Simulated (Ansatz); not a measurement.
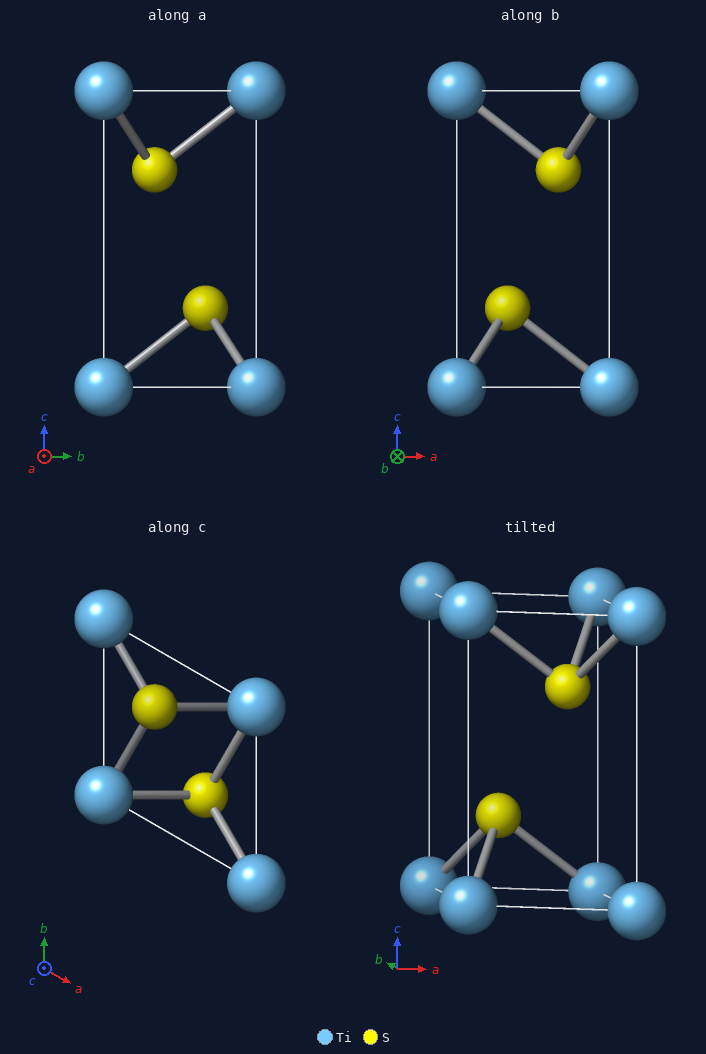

A ball-and-stick rendering, viewed along the a axis, along the b axis, along the c axis and slightly off an axis. The conventional unit cell is outlined; an atom on or near a face, edge or corner is repeated at each equivalent position.

Lattice parameters: a = 3.2401 Å, b = 3.2401 Å, c = 5.4518 Å, α = 90.000°, β = 90.000°, γ = 120.000°.

Reconstruct the structure as a CIF with its space group and independent sites, with free fractional coordinates to two decimals.

Answer.
```cif
data_structure
_symmetry_space_group_name_H-M 'P -3 m 1'
_symmetry_Int_Tables_number 164
_cell_length_a 3.2401
_cell_length_b 3.2401
_cell_length_c 5.4518
_cell_angle_alpha 90.000
_cell_angle_beta 90.000
_cell_angle_gamma 120.000
_cell_volume 49.57
loop_
_atom_site_label
_atom_site_type_symbol
_atom_site_symmetry_multiplicity
_atom_site_Wyckoff_symbol
_atom_site_fract_x
_atom_site_fract_y
_atom_site_fract_z
_atom_site_occupancy
Ti1 Ti 1 a 0.00 0.00 0.00 1
S1 S 2 d 0.3333 0.6667 0.27 1
```

The structure comes from a structure type filled with these elements by a generator (whether the compound takes this form wasn't checked). The cell was then strained or its atoms displaced on purpose. Ansatz was used for an electronic-structure calculation on it.

At this level of theory the cell isn't at rest (compressed, at 10 GPa), so its distances can differ from those at equilibrium, the more so the softer the solid.
